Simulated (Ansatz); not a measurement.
Rh

Input

```
crystal:
  lattice:
    - [2.703643185, 0.0, 0.0]
    - [-1.3518215925, 2.3414236809, 0.0]
    - [0.0, 0.0, 4.3486172186]
  atoms:
    - { symbol: Rh, position: [0.6666666667, 0.3333333333, 0.7155062765] }
    - { symbol: Rh, position: [0.3333333333, 0.6666666667, 0.25] }
basis:
  ecutwfc: 500
kpoints:
  mp_grid: { grid: [24, 24, 14] }
hamiltonian:
  xc: r2scan
scf:
  occupations: { method: gaussian, width: 0.15 }
output:
  forces: true
  stress: true
  eigenvalues: true
  write_density: true
  write_potential: true
  elf: true
  volumetric_format: npy
```

Launched as:

```sh
ansatz run input.yaml --threads 2 --pin off --max-ram 5120MiB --backend cpu --events-out ev --progress --plain --runs-dir out
```

Below, planes, directions and counts refer to the conventional cell (a = 2.70 Å, b = 2.70 Å, c = 4.35 Å, α = 90.00°, β = 90.00°, γ = 120.00°).

Space group P-3m1; a structure from a database of computed crystals, not necessarily the ambient phase; changed on purpose from its base cell (atom 1 (Rh) moved by (+0.000, -0.150) A along x and z); not relaxed (largest force 1.7 eV/Å); computed pressure about 4 GPa in this cell; computed without spin polarisation.

Computed with DFT r2SCAN, scalar-relativistic, plane waves, PAW in Ansatz 0.2.0.

Question: Predict the valence pseudo-density and electron localisation function between the atoms.

Answer: Rh–Rh (2.70 Å): ρ is about 0.36 e/Å³ halfway; the ELF is about 0.25 at the midpoint; no shared electron pair shows on this line.

Question: Does the calculation make it a metal, or give it a gap?

Answer: It is metallic or semimetallic at this level of theory: no gap opens.

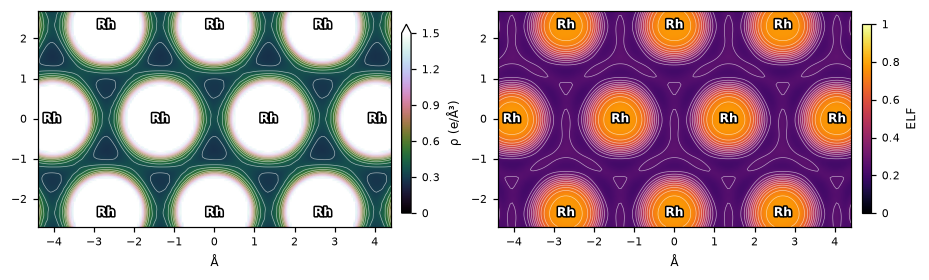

Computed valence pseudo-density and electron localisation function on the (001) plane of the conventional cell, in this order. 

The density is the valence pseudo-density of a PAW calculation; it isn't the true density close to the nuclei.
